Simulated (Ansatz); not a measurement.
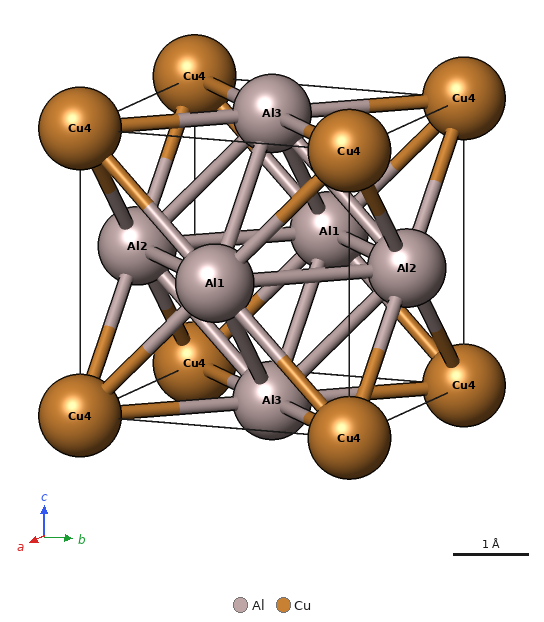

**Figure 1.** The starting structure (ball-and-stick view of the cell of the calculation, seen slightly off an axis; atoms are numbered from 1 in the order of the input). An atom can appear more than once, as a periodic image. Near neighbours in the periodic cell (some may lie outside the picture): Al has 8 Al at 2.77 Å and 4 Cu at 2.77 Å; Cu has 12 Al at 2.77 Å.

Run report: Al3Cu, geometry relaxation (part 1 of 2)

Al3Cu (4 atoms in the cell), computed with DFT r2SCAN, scalar-relativistic, plane waves, PAW, no spin polarisation (Ansatz 0.2.0).

The structure derives from a Materials Project entry. Figures and captions count atoms from 1; the log counts them from 0 in places.

**The program's output**
```
Engine: ansatz 0.2.0, x86_64-unknown-linux-gnu
Pseudopotentials: kind: paw
Pseudopotential: Al, paw, valence charge 3, recommended cutoff 500 eV (meta_gga), Al.paw.azcp
Pseudopotential: Cu, paw, valence charge 19, recommended cutoff 500 eV (meta_gga), Cu.paw.azcp
Functional definition: r2SCAN
  parameter k0 = 0.174
  parameter k1 = 0.065
  parameter a1 = 4.9479
  exchange = r2scan_x(k0 = k0, k1 = k1, a1 = a1)
  correlation = r2scan_c
Crystal: 4 atoms, lattice volume = 60.428 Å³
Basis set: ecut = 500 eV, 1551 PW (Γ), exchange–correlation on 120×120×120 points (64 copies of the dense FFT grid, shifted against one another)
Bands: 18, of which v1, the nominal top of the filled ones, is band 14 counted from 1 (13 counted from 0)
Symmetry: 48 space group operations
Space group: Pm-3m (ITA 221), of the structure as read, at distance tolerance 3.9e-5 Å
k-points: 84 of 1728
Non-local potential: Al, projectors of the file, l = 0: 2, l = 1: 2, l = 2: 1
Non-local potential: Cu, projectors of the file, l = 0: 3, l = 1: 2, l = 2: 3, l = 3: 1
PAW form: soft (Blöchl's): semilocal exchange-correlation on the pseudo side does not see the compensation charge
PAW frozen core: Al, regenerated for the run's functional (the file was generated under x = pbe(κ = 0.804, μ = 0.2195149727645171), c = pbe(β = 0.06672455060314922))
PAW frozen core: Cu, regenerated for the run's functional (the file was generated under x = pbe(κ = 0.804, μ = 0.2195149727645171), c = pbe(β = 0.06672455060314922))
PAW one-centre angular grid: Al, 302 points (default); XC on 160 Gauss nodes
PAW one-centre angular grid: Cu, 590 points (default); XC on 160 Gauss nodes
Initial density: superposition of atomic densities (neutral atoms: chi_scale 0, normalization atom), corrected by the library's trained network
Initial wavefunctions: pseudopotential atomic-orbital guess
Functional: x = r2scan, c = r2scan; τ floored in thin density (d = 2e-4 eV/Å³)
SCF iter   1: F=—  HF=-8252.598211 eV  |F-HF|=—  |Δ(HF+E_count)|=         —  Δρ=2.65e-2  dr2=3.12e-1  dr2_τ=1.46e-2  ethr=1.77e-3  ⟨swp⟩=5.9  Hψ=8052  notcnv=0
preconditioner: auto → Kerker (q_TF=auto, 2.400 Å⁻¹)  [metal: Δε(μ)=0.043 eV  Ē_g=7.355 eV  σ=0.100 eV  W_gap=0.24  n_scr=18 (ndim 8)  ℏωp=21.4 eV  f_vac=0.000  D(μ)=0.94/eV (n_scr^D=6)]
SCF iter   2: F=—  HF=-8252.630024 eV  |F-HF|=—  |Δ(HF+E_count)|=   3.18e-2  Δρ=2.38e-2  dr2=1.85e-1  dr2_τ=1.67e-3  ethr=1.11e-3  ⟨swp⟩=2.1  Hψ=3227  notcnv=0  defer=19
SCF iter   3: F=—  HF=-8252.581835 eV  |F-HF|=—  |Δ(HF+E_count)|=   4.82e-2  Δρ=4.59e-3  dr2=1.74e-2  dr2_τ=2.95e-5  ethr=6.62e-4  ⟨swp⟩=2.0  Hψ=2478  notcnv=0  defer=19
SCF iter   4: F=—  HF=-8252.577609 eV  |F-HF|=—  |Δ(HF+E_count)|=   4.23e-3  Δρ=2.43e-3  dr2=1.98e-3  dr2_τ=2.06e-5  ethr=6.21e-5  ⟨swp⟩=1.4  Hψ=2314  notcnv=0  defer=19
SCF iter   5: F=—  HF=-8252.577864 eV  |F-HF|=—  |Δ(HF+E_count)|=   2.55e-4  Δρ=6.41e-4  dr2=4.16e-4  dr2_τ=9.70e-7  ethr=7.08e-6  ⟨swp⟩=2.1  Hψ=2042  notcnv=0  defer=19
SCF iter   6: F=—  HF=-8252.577794 eV  |F-HF|=—  |Δ(HF+E_count)|=   6.94e-5  Δρ=4.29e-4  dr2=1.36e-4  dr2_τ=3.29e-7  ethr=1.48e-6  ⟨swp⟩=1.0  Hψ=1493  notcnv=0  defer=19
SCF iter   7: F=—  HF=-8252.577770 eV  |F-HF|=—  |Δ(HF+E_count)|=   2.46e-5  Δρ=1.16e-4  dr2=9.14e-6  dr2_τ=3.03e-8  ethr=4.87e-7  ⟨swp⟩=1.2  Hψ=1654  notcnv=0  defer=19
SCF iter   8: F=—  HF=-8252.577767 eV  |F-HF|=—  |Δ(HF+E_count)|=   2.45e-6  Δρ=1.21e-5  dr2=1.47e-7  dr2_τ=8.57e-10  ethr=3.26e-8  ⟨swp⟩=2.2  Hψ=2081  notcnv=0  defer=19
SCF iter   9: F=-8252.577767 eV  HF=-8252.577767 eV  |F-HF|=5.76e-9  |Δ(HF+E_count)|=   1.08e-8  Δρ=3.67e-6  dr2=9.50e-9  dr2_τ=3.73e-11  ethr=3.57e-10  ⟨swp⟩=7.9  Hψ=8410  notcnv=0
SCF 1 converged in 9 iterations: F = -8252.577767 eV  dr2 = 9.50e-9
  greatest PAW one-centre occupation: 1.000 electrons in one spin orbital (limit 2), on the Cu atom at site 3 (counted from 0), in its partial waves of l = 0
relax step   1: F+E_penalty+E_count = -8252.57776718 eV  Δ(F+E_penalty+E_count) = +0.000e0 eV  max|allowed force component| = 4.068e-31 eV/Å  Δτ_max = 0.0000 Å  P = -2.698 GPa  Ω = 60.428 Å³  (9 SCF iters, dr2 threshold 1.00e-7 eV, accepted)
Crystal: 4 atoms, lattice volume = 58.693 Å³
Basis set: ecut = 500 eV, 1503 PW (Γ), exchange–correlation on 120×120×120 points (64 copies of the dense FFT grid, shifted against one another)
Initial density: handed on by an earlier stage of this run
Initial wavefunctions: those handed on with the density
iter 1 solved again at ethr=1.75e-4 eV; its pass at ethr=3.10e-3 eV (dr2=4.90e-2 eV) is discarded
SCF iter   1: F=—  HF=-8252.585674 eV  |F-HF|=—  |Δ(HF+E_count)|=         —  Δρ=1.07e-2  dr2=4.92e-2  dr2_τ=8.46e-3  ethr=1.75e-4  ⟨swp⟩=1.0  Hψ=8709  notcnv=0
preconditioner: auto → Kerker (q_TF=auto, 2.412 Å⁻¹)  [metal: Δε(μ)=0.083 eV  Ē_g=7.230 eV  σ=0.100 eV  W_gap=0.44  n_scr=18 (ndim 8)  ℏωp=21.7 eV  f_vac=0.000  D(μ)=0.98/eV (n_scr^D=6)]
SCF iter   2: F=—  HF=-8252.600931 eV  |F-HF|=—  |Δ(HF+E_count)|=   1.53e-2  Δρ=1.06e-2  dr2=3.36e-2  dr2_τ=2.56e-4  ethr=1.75e-4  ⟨swp⟩=2.0  Hψ=2905  notcnv=0
SCF iter   3: F=—  HF=-8252.592000 eV  |F-HF|=—  |Δ(HF+E_count)|=   8.93e-3  Δρ=1.19e-3  dr2=6.81e-4  dr2_τ=3.68e-6  ethr=1.20e-4  ⟨swp⟩=2.0  Hψ=3050  notcnv=0  defer=14
SCF iter   4: F=—  HF=-8252.591701 eV  |F-HF|=—  |Δ(HF+E_count)|=   2.99e-4  Δρ=4.83e-4  dr2=8.60e-5  dr2_τ=3.10e-6  ethr=2.43e-6  ⟨swp⟩=2.0  Hψ=2560  notcnv=0  defer=14
SCF iter   5: F=—  HF=-8252.591802 eV  |F-HF|=—  |Δ(HF+E_count)|=   1.01e-4  Δρ=6.50e-4  dr2=1.16e-4  dr2_τ=9.52e-8  ethr=3.07e-7  ⟨swp⟩=2.0  Hψ=2564  notcnv=0  defer=14
SCF iter   6: F=—  HF=-8252.591802 eV  |F-HF|=—  |Δ(HF+E_count)|=   6.04e-7  Δρ=1.59e-4  dr2=8.64e-6  dr2_τ=2.66e-8  ethr=3.07e-7  ⟨swp⟩=2.6  Hψ=2135  notcnv=0  defer=14
SCF iter   7: F=—  HF=-8252.591801 eV  |F-HF|=—  |Δ(HF+E_count)|=   8.48e-7  Δρ=7.09e-5  dr2=1.75e-6  dr2_τ=6.27e-9  ethr=3.09e-8  ⟨swp⟩=2.0  Hψ=2571  notcnv=0  defer=14
SCF iter   8: F=-8252.591801 eV  HF=-8252.591801 eV  |F-HF|=1.02e-7  |Δ(HF+E_count)|=   3.90e-8  Δρ=2.61e-5  dr2=2.02e-7  dr2_τ=4.03e-10  ethr=1.43e-9  ⟨swp⟩=8.5  Hψ=10810  notcnv=0
SCF 2 converged in 8 iterations: F = -8252.591801 eV  dr2 = 2.02e-7
relax step   2: F+E_penalty+E_count = -8252.59180080 eV  Δ(F+E_penalty+E_count) = -1.403e-2 eV  max|allowed force component| = 1.249e-30 eV/Å  Δτ_max = 0.0000 Å  P = +0.227 GPa  Ω = 58.693 Å³  energy of the carried Pulay correction = +2.439e-4 eV  (8 SCF iters, dr2 threshold 4.00e-7 eV, accepted)
Crystal: 4 atoms, lattice volume = 58.824 Å³
iter 1 solved again at ethr=1.11e-6 eV; its pass at ethr=3.10e-3 eV (dr2=3.12e-4 eV) is discarded
SCF iter   1: F=—  HF=-8252.591839 eV  |F-HF|=—  |Δ(HF+E_count)|=         —  Δρ=8.44e-4  dr2=3.01e-4  dr2_τ=5.06e-5  ethr=1.11e-6  ⟨swp⟩=1.0  Hψ=7206  notcnv=0
preconditioner: auto → Kerker (q_TF=auto, 2.411 Å⁻¹)  [metal: Δε(μ)=0.035 eV  Ē_g=7.293 eV  σ=0.100 eV  W_gap=0.19  n_scr=18 (ndim 8)  ℏωp=21.7 eV  f_vac=0.000  D(μ)=0.95/eV (n_scr^D=6)]
SCF iter   2: F=—  HF=-8252.591931 eV  |F-HF|=—  |Δ(HF+E_count)|=   9.15e-5  Δρ=8.24e-4  dr2=2.03e-4  dr2_τ=1.61e-6  ethr=1.07e-6  ⟨swp⟩=2.0  Hψ=2586  notcnv=0
SCF iter   3: F=—  HF=-8252.591877 eV  |F-HF|=—  |Δ(HF+E_count)|=   5.37e-5  Δρ=8.16e-5  dr2=4.59e-6  dr2_τ=2.02e-8  ethr=7.27e-7  ⟨swp⟩=2.0  Hψ=2085  notcnv=0
SCF iter   4: F=—  HF=-8252.591870 eV  |F-HF|=—  |Δ(HF+E_count)|=   7.28e-6  Δρ=4.09e-5  dr2=4.78e-7  dr2_τ=2.37e-8  ethr=1.64e-8  ⟨swp⟩=2.0  Hψ=2265  notcnv=0
SCF iter   5: F=—  HF=-8252.591870 eV  |F-HF|=—  |Δ(HF+E_count)|=   5.57e-7  Δρ=4.58e-5  dr2=5.52e-7  dr2_τ=6.83e-10  ethr=4.59e-10  ⟨swp⟩=8.5  Hψ=10331  notcnv=0
SCF iter   6: F=-8252.591870 eV  HF=-8252.591870 eV  |F-HF|=1.95e-8  |Δ(HF+E_count)|=   2.88e-8  Δρ=9.65e-6  dr2=4.54e-8  dr2_τ=1.50e-10  ethr=4.59e-10  ⟨swp⟩=5.5  Hψ=8619  notcnv=0
SCF 3 converged in 6 iterations: F = -8252.591870 eV  dr2 = 4.54e-8
relax step   3: F+E_penalty+E_count = -8252.59187032 eV  Δ(F+E_penalty+E_count) = -6.952e-5 eV  max|allowed force component| = 1.179e-30 eV/Å  Δτ_max = 0.0000 Å  P = -0.010 GPa  Ω = 58.824 Å³  energy of the carried Pulay correction = +2.252e-4 eV  (6 SCF iters, dr2 threshold 1.29e-7 eV, accepted)
Initial wavefunctions: pseudopotential atomic-orbital guess (no wavefunctions were taken with the density)
iter 1 solved again at ethr=1.17e-7 eV; its pass at ethr=3.10e-3 eV (dr2=3.27e-5 eV) is discarded
SCF iter   1: F=—  HF=-8252.591669 eV  |F-HF|=—  |Δ(HF+E_count)|=         —  Δρ=3.30e-5  dr2=2.36e-7  dr2_τ=1.31e-7  ethr=1.17e-7  ⟨swp⟩=2.9  Hψ=11819  notcnv=0
preconditioner: auto → Kerker (q_TF=auto, 2.411 Å⁻¹)  [metal: Δε(μ)=0.039 eV  Ē_g=7.288 eV  σ=0.100 eV  W_gap=0.21  n_scr=18 (ndim 8)  ℏωp=21.7 eV  f_vac=0.000  D(μ)=0.95/eV (n_scr^D=6)]
SCF iter   2: F=—  HF=-8252.591661 eV  |F-HF|=—  |Δ(HF+E_count)|=   7.55e-6  Δρ=3.96e-5  dr2=4.77e-7  dr2_τ=2.13e-8  ethr=8.43e-10  ⟨swp⟩=2.1  Hψ=2286  notcnv=0
SCF iter   3: F=—  HF=-8252.591661 eV  |F-HF|=—  |Δ(HF+E_count)|=   1.17e-7  Δρ=3.08e-5  dr2=3.54e-7  dr2_τ=5.51e-9  ethr=8.43e-10  ⟨swp⟩=2.0  Hψ=2695  notcnv=0
SCF iter   4: F=—  HF=-8252.591661 eV  |F-HF|=—  |Δ(HF+E_count)|=   1.00e-7  Δρ=3.28e-6  dr2=4.14e-9  dr2_τ=2.59e-11  ethr=8.43e-10  ⟨swp⟩=2.2  Hψ=2313  notcnv=0
SCF iter   5: F=—  HF=-8252.591661 eV  |F-HF|=—  |Δ(HF+E_count)|=   4.76e-9  Δρ=2.48e-6  dr2=3.20e-9  dr2_τ=2.68e-11  ethr=1.48e-11  ⟨swp⟩=2.0  Hψ=2613  notcnv=0
SCF iter   6: F=-8252.591661 eV  HF=-8252.591661 eV  |F-HF|=1.82e-12  |Δ(HF+E_count)|=  3.00e-10  Δρ=2.62e-7  dr2=3.40e-11  dr2_τ=1.25e-12  ethr=1.00e-12  ⟨swp⟩=4.4  Hψ=7415  notcnv=0
SCF 4 converged in 6 iterations: F = -8252.591661 eV  dr2 = 3.40e-11
relax step   4: F+E_penalty+E_count = -8252.59166102 eV  Δ(F+E_penalty+E_count) = +2.093e-4 eV  max|allowed force component| = 1.178e-30 eV/Å  Δτ_max = 0.0000 Å  P = -0.014 GPa  Ω = 58.824 Å³  stress off target by 1.44e-2 GPa  SCF on the basis re-selected at this cell (its energy is not comparable with the rows above)  (6 SCF iters)
```

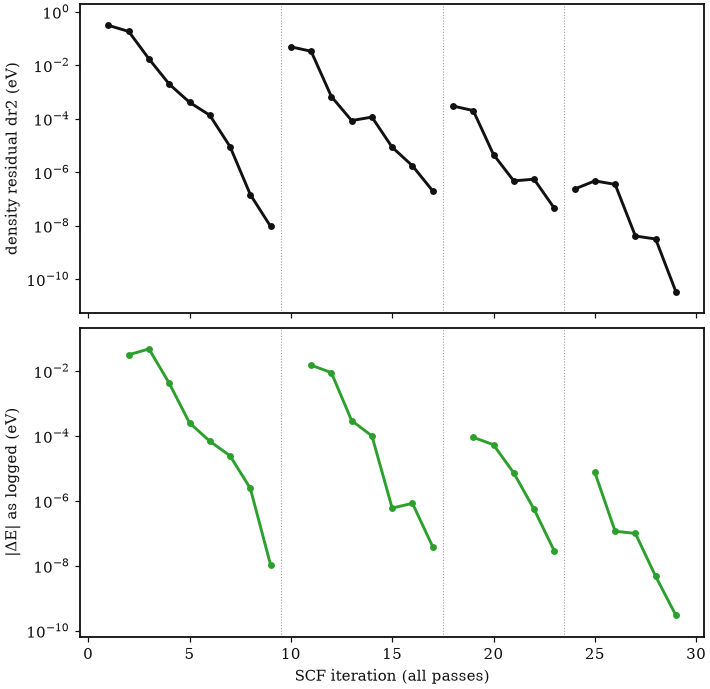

**Figure 2.** Convergence of the self-consistent field: density residual dr2 and size of the energy change against the SCF iteration. The dotted lines part the SCF passes of the relaxation: geometry steps, rejected trials and re-solves on a re-selected basis. The passes take 9, 8, 6 and 6 iterations.

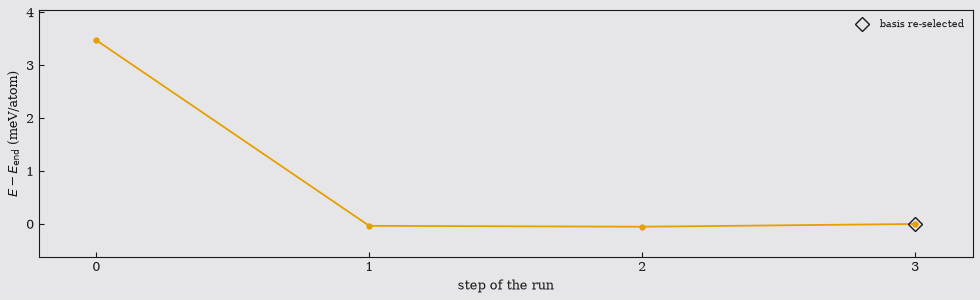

**Figure 3.** Progress of the relaxation, step by step (the first geometry is step 0 here and step 1 in the log).
